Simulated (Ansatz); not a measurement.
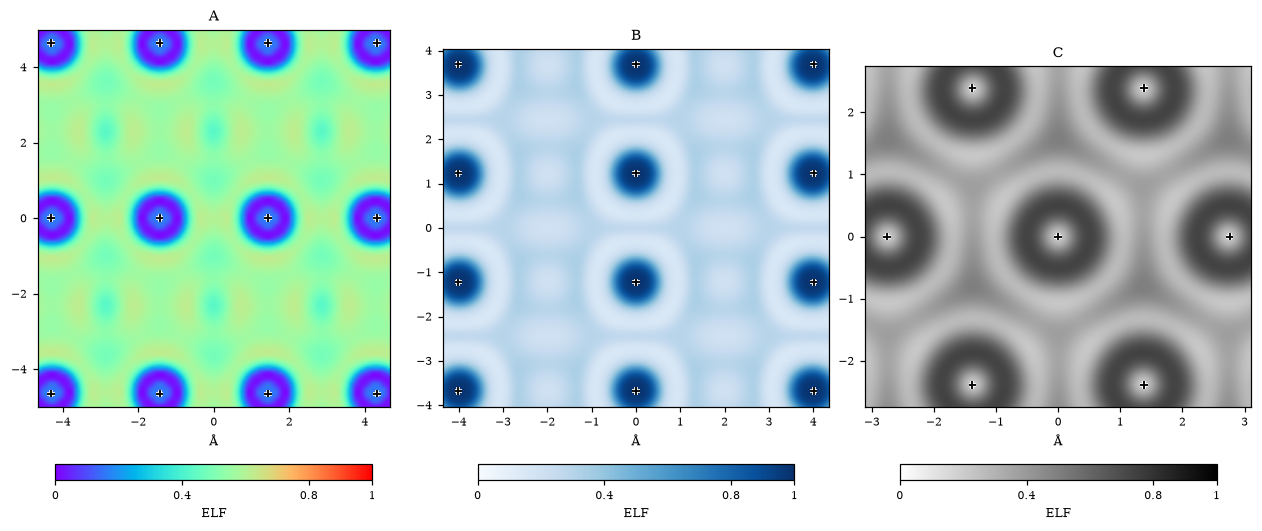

The ELF of 3 systems, each on a plane through atoms (crosses mark nuclei in the plane).

Level of theory: DFT, r2SCAN, plane waves (500 eV) with PAW, scalar-relativistic (Ansatz).

System 1: Re, the (001) plane of the conventional cell. Space group P6₃/mmc; set up as Re, beta-Sn type; a generated structure, not necessarily the stable one; computed without spin polarisation.

```xyz
2
Lattice="-0.3306 -0.3306 2.7192 -1.5244 1.8550 -1.3596 -3.1078 -3.1078 -0.7541" Properties=species:S:1:pos:R:3 pbc="T T T"
Re   -3.4575   -1.2041   -0.5661
Re   -1.5052   -0.3792    1.1705
```

System 2: Co, the (010) plane of the conventional cell. Space group P6/mmm; set up as Co, omega (AlB2-type); a generated structure, not necessarily the stable one; changed on purpose from its base cell (volume × 1.12); computed pressure about −23 GPa in this cell; computed without spin polarisation.

System 3: Al, the (100) plane of the conventional cell. Space group P6₃/mmc; set up as Al, hcp; a generated structure, not necessarily the stable one; changed on purpose from its base cell (volume × 1.04); computed pressure about −3 GPa in this cell.

```
CELL_PARAMETERS angstrom
2.87708 0.00000 0.00000
-1.43854 2.49162 0.00000
0.00000 0.00000 4.64446
ATOMIC_POSITIONS crystal
Al 0.33333 0.66667 0.25000
Al 0.66667 0.33333 0.75000
```

> Which map belongs to which system?

Panel A is system 3, Al: the plane holds Al. Al–Al (2.88 Å): the ELF peaks at about 0.60 between the atoms. Panel B is system 2, Co: the plane holds Co. Co–Co (2.46 Å): the ELF is about 0.25 at the midpoint; no localised pair shows between them. Panel C is system 1, Re: the plane holds Re. Re–Re (2.76 Å): the ELF is about 0.40 at the midpoint.
